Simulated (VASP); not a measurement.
# Geometry relaxation, with input and output: MgO

- system: MgO (Fm-3m, 2 atoms in the cell)
- method: Kohn-Sham DFT of a periodic cell, PBE, VASP PAW PBE potentials, recommended, no spin polarisation (VASP 6.6.1)

The structure derives from an entry of the Crystallography Open Database.

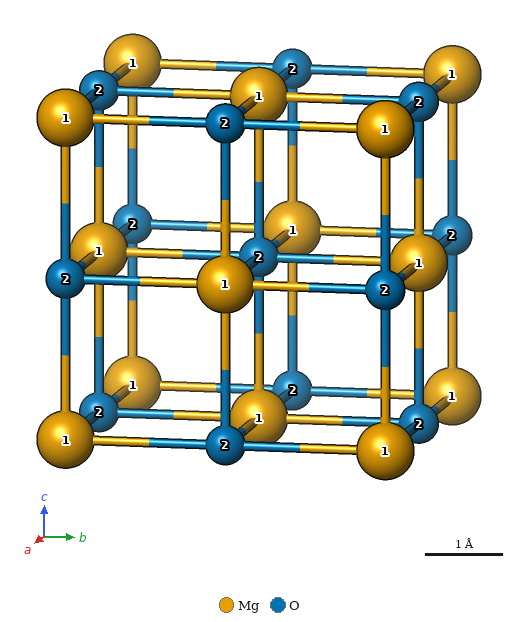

Fig. 1: The input geometry (ball-and-stick view of the cell 4 times as large as that of the calculation, set on its symmetry axes, seen slightly off an axis; atoms are numbered from 1 in the order of the input). An atom can appear more than once, as a periodic image. Near neighbours in the periodic cell (some may lie outside the picture): Mg has 6 O at 2.14 Å; O has 6 Mg at 2.14 Å.

## INCAR
```
PREC = Accurate
ENCUT = 520
EDIFF = 1E-7
ISMEAR = 0
SIGMA = 0.02
LREAL = False
LASPH = True
NELM = 60
ALGO = Normal
ISIF = 3
LWAVE = False
LCHARG = False
GGA = PE
IBRION = 2
NSW = 80
EDIFFG = -0.002
```

## KPOINTS
```
Automatic mesh
0
Gamma
  2 2 2
```

## POSCAR
```
MgO                                     
1.0
    0.0000000000      2.1435737671      2.1435737671
    2.1435737671      0.0000000000      2.1435737671
    2.1435737671      2.1435737671     -0.0000000000
  Mg              O             
     1     1
Direct
     0.0000000000000000    0.0000000000000000    0.0000000000000000
     0.5000000000000000    0.5000000000000000    0.5000000000000000
```

Hardware: 1 thread of AMD EPYC (Zen 3), 1656 GiB of memory available, shared host.

Run as:
```bash
cat potpaw_PBE.64/Mg/POTCAR potpaw_PBE.64/O/POTCAR > POTCAR
mpirun -np 1 vasp_std > vasp.out
```

## OSZICAR
```
N       E                     dE             d eps       ncg     rms          rms(c)
DAV:   1     0.116625870009E+02    0.11663E+02   -0.51840E+03    56   0.906E+02
DAV:   2    -0.127481754140E+02   -0.24411E+02   -0.24411E+02    64   0.136E+02
DAV:   3    -0.130412432162E+02   -0.29307E+00   -0.29307E+00    56   0.162E+01
DAV:   4    -0.130414587992E+02   -0.21558E-03   -0.21558E-03    64   0.463E-01
DAV:   5    -0.130414590465E+02   -0.24735E-06   -0.24735E-06    56   0.125E-02    0.790E+00
DAV:   6    -0.110723182313E+02    0.19691E+01   -0.11433E+01    48   0.245E+01    0.246E+00
DAV:   7    -0.110584160474E+02    0.13902E-01   -0.46063E-02    48   0.262E+00    0.149E+00
DAV:   8    -0.110587886686E+02   -0.37262E-03   -0.33726E-02    48   0.262E+00    0.122E-01
DAV:   9    -0.110592268171E+02   -0.43815E-03   -0.85127E-04    56   0.244E-01    0.533E-02
DAV:  10    -0.110592992417E+02   -0.72425E-04   -0.17012E-04    48   0.107E-01    0.535E-03
DAV:  11    -0.110592992396E+02    0.20369E-08   -0.21190E-06    56   0.165E-02    0.213E-03
DAV:  12    -0.110592994308E+02   -0.19114E-06   -0.16398E-07    48   0.459E-03    0.335E-04
DAV:  13    -0.110592994289E+02    0.18755E-08   -0.27577E-08    24   0.131E-03
   1 F= -.11059299E+02 E0= -.11059299E+02  d E =-.110593E+02
       N       E                     dE             d eps       ncg     rms          rms(c)
DAV:   1    -0.110593086547E+02   -0.92240E-05   -0.18681E-04    48   0.141E-01    0.218E-02
DAV:   2    -0.110593000892E+02    0.85655E-05   -0.53298E-05    48   0.555E-02    0.224E-03
DAV:   3    -0.110593000386E+02    0.50666E-07   -0.27249E-07    48   0.656E-03
   2 F= -.11059300E+02 E0= -.11059300E+02  d E =-.609670E-06
```

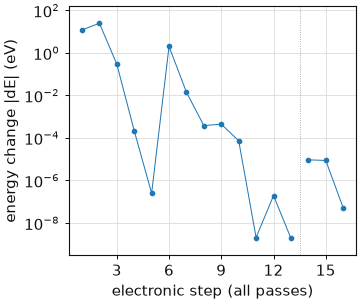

Fig. 2: Convergence of the self-consistent field: energy change |dE| against the electronic step. Each stretch between dotted lines is the SCF of one geometry step of a relaxation. The 2 ionic steps take 3 to 13 electronic steps each. The density is held fixed in the first few steps, and dE rises again when its update begins.

## Parts of OUTCAR
```
PREC = Accurate
   ENCUT = 520
   EDIFF = 1E-7
   ISMEAR = 0
   LREAL = False
   LASPH = True
   NELM = 60
   ISIF = 3
   GGA = PE
   IBRION = 2
   NSW = 80
   EDIFFG = -0.002

 ion  position               nearest neighbor table
   1  0.000  0.000  0.000-   2 2.14   2 2.14   2 2.14   2 2.14   2 2.14   2 2.14
   2  0.500  0.500  0.500-   1 2.14   1 2.14   1 2.14   1 2.14   1 2.14   1 2.14

  LATTYP: Found a face centered cubic cell.
 ALAT       =     4.2871475342

  Lattice vectors:

 A1 = (   0.0000000000,   2.1435737671,   2.1435737671)
 A2 = (   2.1435737671,   0.0000000000,   2.1435737671)
 A3 = (   2.1435737671,   2.1435737671,   0.0000000000)

Analysis of symmetry for initial positions (statically):
=====================================================================
 Subroutine PRICEL returns:
 Original cell was already a primitive cell.

 Routine SETGRP: Setting up the symmetry group for a
 face centered cubic supercell.

 Subroutine GETGRP returns: Found 48 space group operations
 (whereof 48 operations were pure point group operations)
 out of a pool of 48 trial point group operations.

The static configuration has the point symmetry O_h .

Analysis of symmetry for dynamics (positions and initial velocities):
=====================================================================
 Subroutine PRICEL returns:
 Original cell was already a primitive cell.

 Routine SETGRP: Setting up the symmetry group for a
 face centered cubic supercell.

 Subroutine GETGRP returns: Found 48 space group operations
 (whereof 48 operations were pure point group operations)
 out of a pool of 48 trial point group operations.

The dynamic configuration has the point symmetry O_h .

 Subroutine INISYM returns: Found 48 space group operations
 (whereof 48 operations are pure point group operations),
 and found     1 'primitive' translations

----------------------------------------------------------------------------------------

                                     Primitive cell

  volume of cell :      19.6991

  direct lattice vectors                    reciprocal lattice vectors
     0.000000000  2.143573767  2.143573767    -0.233255327  0.233255327  0.233255327
     2.143573767  0.000000000  2.143573767     0.233255327 -0.233255327  0.233255327
     2.143573767  2.143573767  0.000000000     0.233255327  0.233255327 -0.233255327

  length of vectors
     3.031471093  3.031471093  3.031471093     0.404010078  0.404010078  0.404010078

  position of ions in fractional coordinates (direct lattice)
     0.000000000  0.000000000  0.000000000
     0.500000000  0.500000000  0.500000000

  ion indices of the primitive-cell ions
   primitive index   ion index
                 1           1
                 2           2

----------------------------------------------------------------------------------------

 KPOINTS: Automatic mesh

Automatic generation of k-mesh.
 Grid dimensions read from file:
 generate k-points for:    2    2    2

 Generating k-lattice:

  Cartesian coordinates                     Fractional coordinates (reciprocal lattice)
    -0.116627664  0.116627664  0.116627664     0.500000000  0.000000000  0.000000000
     0.116627664 -0.116627664  0.116627664     0.000000000  0.500000000  0.000000000
     0.116627664  0.116627664 -0.116627664     0.000000000  0.000000000  0.500000000

  Length of vectors
     0.202005039  0.202005039  0.202005039

  Shift w.r.t. Gamma in fractional coordinates (k-lattice)
     0.000000000  0.000000000  0.000000000

 Subroutine IBZKPT returns following result:
 ===========================================

 Found      3 irreducible k-points:

 Following reciprocal coordinates:
            Coordinates               Weight
  0.000000  0.000000  0.000000      1.000000
  0.500000  0.000000  0.000000      4.000000
  0.500000  0.500000  0.000000      3.000000
   k-points           NKPTS =      3   k-points in BZ     NKDIM =      3   number of bands    NBANDS=      8
   number of dos      NEDOS =    301   number of ions     NIONS =      2
   total plane-waves  NPLWV =  13824
   dimension x,y,z NGX =    24 NGY =   24 NGZ =   24
   dimension x,y,z NGXF=    48 NGYF=   48 NGZF=   48
   ions per type =               1   1
   NGX,Y,Z   is equivalent  to a cutoff of  13.16, 13.16, 13.16 a.u.
   NGXF,Y,Z  is equivalent  to a cutoff of  26.32, 26.32, 26.32 a.u.
 SYSTEM =  unknown system
   PREC   = accura    normal or accurate (medium, high low for compatibility)
   ISTART =      0    job   : 0-new  1-cont  2-samecut
   ICHARG =      2    charge: 1-file 2-atom 10-const
   ISPIN  =      1    spin polarized calculation?
   LNONCOLLINEAR =      F non collinear calculations
   LSORBIT =      F    spin-orbit coupling
   LASPH  =      T    aspherical Exc in radial PAW
   ENCUT  =  520.0 eV  38.22 Ry    6.18 a.u.   5.64  5.64  5.64*2*pi/ulx,y,z
   NELM   =     60;   NELMIN=  2; NELMDL= -5     # of ELM steps
   EDIFF  = 0.1E-06   stopping-criterion for ELM
   LREAL  =      F    real-space projection
   EDIFFG = -.2E-02   stopping-criterion for IOM
   NSW    =     80    number of steps for IOM
   IBRION =      2    ionic relax: 0-MD 1-quasi-New 2-CG
   NFREE  =      1    steps in history (QN), initial steepest desc. (CG)
   ISIF   =      3    stress and relaxation
   ISYM   =      2    0-nonsym 1-usesym 2-fastsym
   POTIM  = 0.5000    time-step for ionic-motion
   TEBEG  =    0.0;   TEEND  =   0.0 temperature during run
   PSTRESS=    0.0 pullay stress
   NELECT =       8.0000    total number of electrons
   NUPDOWN=      -1.0000    fix difference up-down
   EMIN   =  10.00;   EMAX   =-10.00  energy-range for DOS
   EFERMI =   0.00;   METHOD = LEGACY
   ISMEAR =     0;   SIGMA  =   0.02  broadening in eV -4-tet -1-fermi 0-gaus
   EFERMI_NEDOS =   21; number of points for ismear=-14 and -15
   IALGO  =     38    algorithm
   IMIX   =      4    mixing-type and parameters
     AMIX     =   0.40;   BMIX     =  1.00
     AMIX_MAG =   1.60;   BMIX_MAG =  1.00
  volume/ion in A,a.u.               =       9.85        66.47
  Fermi-wavevector in a.u.,A,eV,Ry     =   1.212336  2.290983 19.997285  1.469759
  Thomas-Fermi vector in A             =   2.347823
   LORBIT       =      0    0 simple, 1 ext, 2 COOP (PROOUT), +10 PAW based schemes
   GGA     = PE    functional components
   LHFCALC =     F    Hartree Fock is set to
   AEXX    =    0.0000 exact exchange contribution
   IVDW    =     0    specifies the selected vdW correction
   LEPSILON=     F    determine dielectric tensor
   LRPA    =     F    only Hartree local field effects (RPA)
 conjugate gradient relaxation of ions
 non-spin polarized calculation
 Gauss-broadening in eV      SIGMA  =   0.02
  energy-cutoff  :      520.00
  volume of cell :       19.70
 maximum number of plane-waves:       544
 NGX is ok and might be reduce to    24
   NGX = 11   NGY = 11   NGZ = 11

--------------------------------------- Ionic step        1  -------------------------------------------

 number of electron       8.0000000 magnetization

 Free energy of the ion-electron system (eV)
  ---------------------------------------------------
  ext. energy  EPLUGINS =         0.00000000
  ---------------------------------------------------
  free energy    TOTEN  =       -11.05929943 eV

  energy without entropy =      -11.05929943  energy(sigma->0) =      -11.05929943

------------------------ aborting loop because EDIFF is reached ----------------------------------------

  FORCE on cell =-STRESS in cart. coord.  units (eV):
  Direction    XX          YY          ZZ          XY          YZ          ZX
  --------------------------------------------------------------------------------------
  -------------------------------------------------------------------------------------
  Total        0.0055656      0.0055656      0.0055656      0.0000000     -0.0000000      0.0000000
  in kB        0.4526617      0.4526617      0.4526617      0.0000000     -0.0000000      0.0000000
  external PRESSURE =       0.4526617 kB  Pullay stress =       0.0000000 kB

 VOLUME and BASIS-vectors are now :
 -----------------------------------------------------------------------------
  energy-cutoff  :      520.00
  volume of cell :       19.70
      direct lattice vectors                 reciprocal lattice vectors
     0.000000000  2.143573767  2.143573767    -0.233255327  0.233255327  0.233255327
     2.143573767  0.000000000  2.143573767     0.233255327 -0.233255327  0.233255327
     2.143573767  2.143573767  0.000000000     0.233255327  0.233255327 -0.233255327

 POSITION                                       TOTAL-FORCE (eV/Angst)
 -----------------------------------------------------------------------------------
      0.00000      0.00000      0.00000         0.000000      0.000000      0.000000
      2.14357      2.14357      2.14357        -0.000000     -0.000000      0.000000
 -----------------------------------------------------------------------------------
    total drift:                               -0.000000     -0.000000      0.000000

  FREE ENERGIE OF THE ION-ELECTRON SYSTEM (eV)
  ---------------------------------------------------
  free  energy   TOTEN  =       -11.0592994289 eV

  energy  without entropy=      -11.0592994289  energy(sigma->0) =      -11.05929943

--------------------------------------- Ionic step        2  -------------------------------------------

 number of electron       8.0000000 magnetization

 Free energy of the ion-electron system (eV)
  ---------------------------------------------------
  ext. energy  EPLUGINS =         0.00000000
  ---------------------------------------------------
  free energy    TOTEN  =       -11.05930004 eV

  energy without entropy =      -11.05930004  energy(sigma->0) =      -11.05930004

 E-fermi :   3.3907     XC(G=0): -10.7213     alpha+bet :-12.4762

 val. band max:        3.2959086532   @ k =   0.0000   0.0000   0.0000
 cond. band min:       7.2605598554   @ k =   0.0000   0.0000   0.0000
 fundamental gap:      3.9646512022
 Fermi energy:         3.3906549109

 k-point     1 :       0.0000    0.0000    0.0000
  band No.  band energies     occupation
      1     -13.7612      2.00000
      2       3.2959      2.00000
      3       3.2959      2.00000
      4       3.2959      2.00000
      5       7.2606      0.00000
      6      18.3773      0.00000
      7      18.3773      0.00000
      8      18.3773      0.00000

 k-point     2 :       0.5000    0.0000    0.0000
  band No.  band energies     occupation
      1     -12.5553      2.00000
      2      -1.2905      2.00000
      3       2.6719      2.00000
      4       2.6719      2.00000
      5      10.5320      0.00000
      6      15.1949      0.00000
      7      18.6138      0.00000
      8      18.6138      0.00000

 k-point     3 :       0.5000    0.5000    0.0000
  band No.  band energies     occupation
      1     -12.3030      2.00000
      2      -0.7481      2.00000
      3       1.9542      2.00000
      4       1.9542      2.00000
      5      11.9701      0.00000
      6      12.2582      0.00000
      7      15.7310      0.00000
      8      21.1832      0.00000

------------------------ aborting loop because EDIFF is reached ----------------------------------------

  FORCE on cell =-STRESS in cart. coord.  units (eV):
  Direction    XX          YY          ZZ          XY          YZ          ZX
  --------------------------------------------------------------------------------------
  -------------------------------------------------------------------------------------
  Total       -0.0022845     -0.0022845     -0.0022845     -0.0000000      0.0000000      0.0000000
  in kB       -0.1857308     -0.1857308     -0.1857308     -0.0000000      0.0000000      0.0000000
  external PRESSURE =      -0.1857308 kB  Pullay stress =       0.0000000 kB

 VOLUME and BASIS-vectors are now :
 -----------------------------------------------------------------------------
  energy-cutoff  :      520.00
  volume of cell :       19.71
      direct lattice vectors                 reciprocal lattice vectors
     0.000000000  2.143861539  2.143861539    -0.233224017  0.233224017  0.233224017
     2.143861539  0.000000000  2.143861539     0.233224017 -0.233224017  0.233224017
     2.143861539  2.143861539  0.000000000     0.233224017  0.233224017 -0.233224017

 POSITION                                       TOTAL-FORCE (eV/Angst)
 -----------------------------------------------------------------------------------
      0.00000      0.00000      0.00000        -0.000000     -0.000000      0.000000
      2.14386      2.14386      2.14386         0.000000      0.000000      0.000000
 -----------------------------------------------------------------------------------
    total drift:                               -0.000000     -0.000000      0.000000

  FREE ENERGIE OF THE ION-ELECTRON SYSTEM (eV)
  ---------------------------------------------------
  free  energy   TOTEN  =       -11.0593000386 eV

  energy  without entropy=      -11.0593000386  energy(sigma->0) =      -11.05930004

 reached required accuracy - stopping structural energy minimisation
```

## CONTCAR
```
MgO
   1.00000000000000
     0.0000000000000000    2.1438615387987316    2.1438615387987316
     2.1438615387987316    0.0000000000000000    2.1438615387987316
     2.1438615387987316    2.1438615387987316    0.0000000000000000
  Mg              O
     1     1
Direct
     0.0000000000000000    0.0000000000000000    0.0000000000000000
     0.5000000000000000    0.5000000000000000    0.5000000000000000

  0.00000000E+00  0.00000000E+00  0.00000000E+00
  0.00000000E+00  0.00000000E+00  0.00000000E+00
```

## Trajectory as extended XYZ (Å, eV, eV/Å), 2 frames, from step=0 to step=1
```
2
Lattice="0.0000 2.1436 2.1436 2.1436 0.0000 2.1436 2.1436 2.1436 0.0000" Properties=species:S:1:pos:R:3:forces:R:3 step=0 energy=-11.05930
Mg    0.0000    0.0000    0.0000    0.0000   0.0000   0.0000
O     2.1436    2.1436    2.1436    0.0000   0.0000   0.0000
2
Lattice="0.0000 2.1439 2.1439 2.1439 0.0000 2.1439 2.1439 2.1439 0.0000" Properties=species:S:1:pos:R:3:forces:R:3 step=1 energy=-11.05930
Mg    0.0000    0.0000    0.0000    0.0000   0.0000   0.0000
O     2.1439    2.1439    2.1439    0.0000   0.0000   0.0000
```

## Summary

```tsv
quantity	value
outcome	converged
space group (tolerance 0.01 Å)	Fm-3m (225)
electrons treated	8
free energy	−11.0593 eV
gap on the k-point mesh	3.96 eV
pressure	−0.02 GPa
final volume	19.71 Å³
largest force (length of the vector) at the end	under 0.001 eV/Å
final cell	a = 3.032 Å, b = 3.032 Å, c = 3.032 Å, α = 60.00°, β = 60.00°, γ = 60.00°
wall time	3.6 s
peak memory	0.1 GiB
```

## Notes

So coarse a mesh can miss the band edges, so the true gap of this method can be much smaller, or zero. The k-point mesh is coarse for a cell of this size, so the results may not be converged.
